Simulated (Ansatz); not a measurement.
## Run report: TaSi2, geometry relaxation (part 2 of 2)

The same run, continued: TaSi2 (9 atoms in the cell); DFT PBEsol, scalar-relativistic, plane waves, PAW, no spin polarisation (Ansatz 0.2.0); cutoff 420 eV, 12×12×6 k-mesh, Gaussian smearing of 0.1 eV. The structure derives from an entry of the Crystallography Open Database.

Geometry of the input (Å; fractional positions):
```
4.7583  0.0000  0.0000
-2.3792  4.1208  0.0000
0.0000  0.0000  6.5642
Ta 0.5000  0.0000  0.5000
Ta 0.5000  0.5000  0.8333
Ta -0.0000  0.5000  0.1667
Si 0.1596  0.3192  0.5000
Si 0.8404  0.1596  0.8333
Si 0.6808  0.8404  0.1667
Si 0.8404  0.6808  0.5000
Si 0.1596  0.8404  0.8333
Si 0.3192  0.1596  0.1667
```

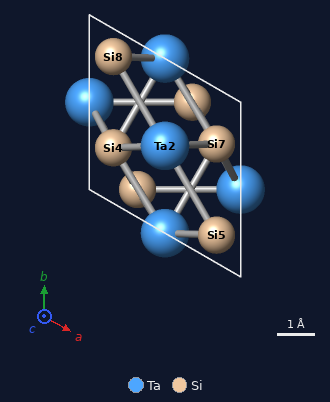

The geometry at step 2 of the log (ball-and-stick view of the cell of the calculation, along the c axis; atoms are numbered from 1 in the order of the input).

## Output, continued
```
relax step   3: F+E_penalty+E_count = -33153.70409116 eV  Δ(F+E_penalty+E_count) = -5.118e-5 eV  max|allowed force component| = 4.410e-4 eV/Å  Δτ_max = 0.0001 Å  P = +0.010 GPa  Ω = 128.684 Å³  energy of the carried Pulay correction = +8.600e-6 eV  (3 SCF iters, dr2 threshold 3.95e-8 eV, accepted)
Initial wavefunctions: pseudopotential atomic-orbital guess (no wavefunctions were taken with the density)
iter 1 solved again at ethr=3.22e-7 eV; its pass at ethr=3.10e-3 eV (dr2=2.03e-4 eV) is discarded
SCF iter   1: F=—  HF=-33153.704161 eV  |F-HF|=—  |Δ(HF+E_count)|=         —  Δρ=4.29e-6  dr2=2.43e-8  ethr=3.22e-7  ⟨swp⟩=3.0  Hψ=21919  notcnv=0
eigensolver tolerance schedule: the retry pair's looser diagonalisation over-reported the residual by 8323.51 of it (diagonalisation noise at 6.33 of the residual, at the tolerance the schedule requests for it); recorded, not acted on — ethr = c·dr2/N_el stays at c = 1.0e-1
preconditioner: auto → Kerker (q_TF=auto, 2.422 Å⁻¹)  [metal: Δε(μ)=0.019 eV  Ē_g=7.415 eV  σ=0.100 eV  W_gap=0.10  n_scr=22 (ndim 8)  ℏωp=20.4 eV  f_vac=0.000  D(μ)=3.53/eV (n_scr^D=22)]
SCF iter   2: F=—  HF=-33153.704088 eV  |F-HF|=—  |Δ(HF+E_count)|=   7.39e-5  Δρ=2.36e-6  dr2=7.19e-9  ethr=3.86e-11  ⟨swp⟩=3.0  Hψ=6927  notcnv=0
SCF iter   3: F=—  HF=-33153.704088 eV  |F-HF|=—  |Δ(HF+E_count)|=   1.70e-9  Δρ=6.32e-7  dr2=5.32e-10  ethr=1.14e-11  ⟨swp⟩=2.4  Hψ=4600  notcnv=0
SCF iter   4: F=-33153.704088 eV  HF=-33153.704088 eV  |F-HF|=7.28e-12  |Δ(HF+E_count)|=  1.09e-10  Δρ=2.76e-7  dr2=5.61e-11  ethr=1.00e-12  ⟨swp⟩=8.3  Hψ=15729  notcnv=0
SCF 4 converged in 4 iterations: F = -33153.704088 eV  dr2 = 5.61e-11
relax step   4: F+E_penalty+E_count = -33153.70408752 eV  Δ(F+E_penalty+E_count) = +3.640e-6 eV  max|allowed force component| = 4.053e-4 eV/Å  Δτ_max = 0.0000 Å  P = +0.009 GPa  Ω = 128.684 Å³  stress off target by 1.05e-2 GPa  SCF on the basis re-selected at this cell (its energy is not comparable with the rows above)  (4 SCF iters)
basis re-selected at this cell: Δ(F+E_penalty+E_count) = +3.640e-6 eV, ΔP = -0.000 GPa vs the last step (what re-selecting the basis moved, of the pressure what is left beyond the Pulay correction that the steps carried, after the strain that the cell walked since its last selection, with what the two solves' SCF thresholds leave and, on support functions, any second-order correction that the steps lacked; it is no measure of the basis error at this ecutwfc). This SCF's stress stands 1.05e-2 GPa from its target on what of the cell is left free (relax.cell.stress_tol is 5.00e-2 GPa) and its largest allowed force component is 4.05e-4 eV/Å (relax.f_tol is 5.00e-3 eV/Å): within both
SCF converged after 4 iterations
Free energy (F): -33153.704088 eV
Harris-Foulkes:  -33153.704088 eV  (|F-HF|=7.28e-12)
Internal energy: -33153.686435 eV  (E = F + TS)
E sigma→0 (E₀):  -33153.695262 eV
Entropy (-TS):   -0.017652 eV (-1.961 meV/atom)
Fermi energy:    15.291566 eV
--- Per-component energies (eV) ---
  E_band       = -248.974276
  E_kinetic    = 1365.302840
  E_local      = -2326.990811  (includes V_loc(G=0)·N_el)
  E_nonlocal   = 205.473337
  E_hartree    = 890.494942
  E_xc         = -992.776729
  E_vxc        = -910.425012  (∫ρ·V_xc dr)
  E_paw        = -27812.671961  (= ΣΔE_a)
  E_vpaw       = -363.324989  (= ΣTr[D̂ρ^β])
  E_aug_tail   = 0.000463  (compensation charges beyond the density's cutoff)
  E_ewald      = -4483.348820
  E_core_change = 0.830303  (= ΣΔE_core)
  E_smearing   = -0.017652  (= −TS)
  E_closure    = 0.000000  (closes the sum)
  Σ components = -33153.704088   (vs F -33153.704088, Δ=0.00e0)
--- Forces (eV/Å), atoms counted from 1 ---
  atom   1  Ta    -0.00000000     0.00000000    -0.00000000
  atom   2  Ta     0.00000000     0.00000000     0.00000000
  atom   3  Ta    -0.00000000    -0.00000000    -0.00000000
  atom   4  Si     0.00000000    -0.00040534     0.00000000
  atom   5  Si     0.00035104    -0.00020267     0.00000000
  atom   6  Si     0.00035104     0.00020267    -0.00000000
  atom   7  Si    -0.00000000     0.00040534     0.00000000
  atom   8  Si    -0.00035104     0.00020267     0.00000000
  atom   9  Si    -0.00035104    -0.00020267    -0.00000000
  max |Σ_I F_I| component: 1.83e-16 eV/Å
--- Stress (GPa, compression-positive) ---
        0.008969      -0.000000      -0.000000
       -0.000000       0.008969      -0.000000
       -0.000000       0.000000       0.010537
  P = ⅓ Tr σ = 0.0095 GPa (0.095 kbar)
--- Band table (eV; the first three rows and the last of 76) ---
  k-point 0: bands = ["-52.2653", "-52.2490", "-52.2490", "-18.9748", "-18.9748", "-18.9692", "-18.9012", "-18.9012", "-18.8034", "-18.7982", "-18.7901", "-18.7901", "1.8384", "5.1751", "5.1751", "8.6752", "9.3757", "9.3757", "9.3921", "9.3921", "10.4891", "11.3862", "11.3862", "11.7709", "12.7446", "12.7446", "12.7585", "12.7585", "12.8820", "13.0678", "13.0678", "13.8064", "15.9881", "18.2985", "18.2985", "18.7972", "18.8864", "18.8927", "19.2284", "19.2284", "19.3789"]
  k-point 1: bands = ["-52.2647", "-52.2526", "-52.2462", "-19.0020", "-18.9643", "-18.9401", "-18.9050", "-18.9018", "-18.8109", "-18.8066", "-18.8002", "-18.7721", "1.9484", "4.2979", "6.0455", "8.7679", "9.1004", "9.2888", "9.7009", "9.7597", "10.4649", "10.5183", "11.1379", "11.4660", "12.5726", "12.8543", "12.9731", "13.0136", "13.0491", "13.1746", "13.5832", "13.7590", "16.3677", "17.6451", "18.3318", "18.6855", "18.8694", "18.9473", "19.1634", "19.3225", "19.3561"]
  k-point 2: bands = ["-52.2628", "-52.2563", "-52.2443", "-19.0194", "-18.9505", "-18.9124", "-18.9087", "-18.9016", "-18.8322", "-18.8139", "-18.8054", "-18.7591", "2.2729", "3.4844", "6.8284", "8.9195", "9.0329", "9.3932", "9.4106", "10.0110", "10.3893", "10.5008", "10.5821", "10.8483", "12.5110", "12.7475", "12.8696", "12.9998", "13.2226", "13.3376", "13.6544", "15.0259", "16.9327", "17.7954", "17.9618", "18.3615", "18.7493", "18.8074", "19.0140", "19.3170", "19.3426"]
  k-point 75: bands = ["-52.2597", "-52.2518", "-52.2518", "-19.0154", "-18.9921", "-18.9921", "-18.8781", "-18.8781", "-18.8261", "-18.7898", "-18.7898", "-18.7704", "4.8033", "4.8033", "5.3695", "6.2220", "6.2220", "7.3121", "9.9957", "10.4073", "10.4073", "10.7557", "12.4674", "12.4674", "12.7245", "12.7245", "12.7507", "12.9150", "14.5316", "14.5316", "15.1260", "15.1260", "16.2268", "16.8589", "16.8589", "17.6196", "18.1657", "18.1657", "18.8040", "18.8694", "18.8694"]
--- Relaxed structure (3 steps of the walk, 3 accepted, 1 SCFs on fresh bases) ---
  F+E_penalty+E_count = -33153.70408752 eV   max|allowed force component| = 4.053e-4 eV/Å   (the final SCF, on the basis selected at the relaxed cell)
  cell:  # Å, volume = 128.6844 Å³
    - [4.760859531899115, -4.672443732172758e-20, 6.624767901702746e-20]
    - [-2.3804297659495575, 4.123025298473925, -3.3123839508513834e-20]
    - [9.138984721582827e-20, -1.669259559149537e-34, 6.555784149732236]
  atoms:
    - { symbol: Ta, position: [0.5, -2.923359143532749e-20, 0.5000000000000001] }
    - { symbol: Ta, position: [0.5, 0.5000000000000001, 0.8333333333333336] }
    - { symbol: Ta, position: [5.550795188435406e-17, 0.5000000000000001, 0.16666666666666674] }
    - { symbol: Si, position: [0.15926754300429946, 0.3185350860085989, 0.5000000000000001] }
    - { symbol: Si, position: [0.8407324569957004, 0.15926754300429946, 0.8333333333333336] }
    - { symbol: Si, position: [0.6814649139914011, 0.8407324569957006, 0.16666666666666674] }
    - { symbol: Si, position: [0.8407324569957006, 0.6814649139914012, 0.5000000000000001] }
    - { symbol: Si, position: [0.15926754300429957, 0.8407324569957006, 0.8333333333333336] }
    - { symbol: Si, position: [0.3185350860085989, 0.15926754300429946, 0.16666666666666674] }
```

## Trajectory as extended XYZ (Å, eV, eV/Å), 4 frames, from step=1 to step=4
```
9
Lattice="4.7583 0.0000 0.0000 -2.3792 4.1208 0.0000 0.0000 0.0000 6.5642" Properties=species:S:1:pos:R:3:forces:R:3 step=1 energy=-33153.70356 pressure_GPa=-0.08
Ta    2.3792    0.0000    3.2821    0.0000   0.0000   0.0000
Ta    1.1896    2.0604    5.4702    0.0000   0.0000   0.0000
Ta   -1.1896    2.0604    1.0940    0.0000   0.0000   0.0000
Si    0.0000    1.3154    3.2821    0.0000  -0.0325   0.0000
Si    3.6191    0.6577    5.4702    0.0281  -0.0163   0.0000
Si    1.2400    3.4631    1.0940    0.0281   0.0163   0.0000
Si    2.3792    2.8054    3.2821    0.0000   0.0325   0.0000
Si   -1.2400    3.4631    5.4702   -0.0281   0.0163   0.0000
Si    1.1392    0.6577    1.0940   -0.0281  -0.0163   0.0000
9
Lattice="4.7623 0.0000 0.0000 -2.3812 4.1243 0.0000 0.0000 0.0000 6.5549" Properties=species:S:1:pos:R:3:forces:R:3 step=2 energy=-33153.70404 pressure_GPa=-0.08
Ta    2.3812    0.0000    3.2775    0.0000   0.0000   0.0000
Ta    1.1906    2.0622    5.4624    0.0000   0.0000   0.0000
Ta   -1.1906    2.0622    1.0925    0.0000   0.0000   0.0000
Si    0.0000    1.3138    3.2775    0.0000  -0.0028   0.0000
Si    3.6246    0.6569    5.4624    0.0025  -0.0014   0.0000
Si    1.2434    3.4674    1.0925    0.0025   0.0014   0.0000
Si    2.3812    2.8105    3.2775    0.0000   0.0028   0.0000
Si   -1.2434    3.4674    5.4624   -0.0025   0.0014   0.0000
Si    1.1378    0.6569    1.0925   -0.0025  -0.0014   0.0000
9
Lattice="4.7609 0.0000 0.0000 -2.3804 4.1230 0.0000 0.0000 0.0000 6.5558" Properties=species:S:1:pos:R:3:forces:R:3 step=3 energy=-33153.70409 pressure_GPa=0.01
Ta    2.3804    0.0000    3.2779    0.0000   0.0000   0.0000
Ta    1.1902    2.0615    5.4632    0.0000   0.0000   0.0000
Ta   -1.1902    2.0615    1.0926    0.0000   0.0000   0.0000
Si    0.0000    1.3133    3.2779    0.0000  -0.0004   0.0000
Si    3.6235    0.6567    5.4632    0.0004  -0.0002   0.0000
Si    1.2431    3.4664    1.0926    0.0004   0.0002   0.0000
Si    2.3804    2.8097    3.2779    0.0000   0.0004   0.0000
Si   -1.2431    3.4664    5.4632   -0.0004   0.0002   0.0000
Si    1.1374    0.6567    1.0926   -0.0004  -0.0002   0.0000
9
Lattice="4.7609 0.0000 0.0000 -2.3804 4.1230 0.0000 0.0000 0.0000 6.5558" Properties=species:S:1:pos:R:3:forces:R:3 step=4 energy=-33153.70409 pressure_GPa=0.01
Ta    2.3804    0.0000    3.2779    0.0000   0.0000   0.0000
Ta    1.1902    2.0615    5.4632    0.0000   0.0000   0.0000
Ta   -1.1902    2.0615    1.0926    0.0000   0.0000   0.0000
Si    0.0000    1.3133    3.2779    0.0000  -0.0004   0.0000
Si    3.6235    0.6567    5.4632    0.0004  -0.0002   0.0000
Si    1.2431    3.4664    1.0926    0.0004   0.0002   0.0000
Si    2.3804    2.8097    3.2779    0.0000   0.0004   0.0000
Si   -1.2431    3.4664    5.4632   -0.0004   0.0002   0.0000
Si    1.1374    0.6567    1.0926   -0.0004  -0.0002   0.0000
```

## Key numbers

- outcome: converged
- space group (tolerance 0.01 Å): P6₂22 (180)
- electrons treated: 63
- free energy: −33153.7041 eV
- Fermi energy: 15.292 eV
- gap on the k-point mesh: none (metallic)
- pressure: 0.01 GPa
- final volume: 128.68 Å³
- largest force (length of the vector) at the end: under 0.001 eV/Å
- final cell: a = 4.761 Å, b = 4.761 Å, c = 6.556 Å, α = 90.00°, β = 90.00°, γ = 120.00°
- hardware: 2 threads of Intel Xeon (Granite Rapids), 192 GiB of memory available, shared host
- wall time: 36 s (CPU time 71 s)
- peak memory: 0.64 GiB

## Remarks

Spin–orbit coupling is left out, which matters for Ta.
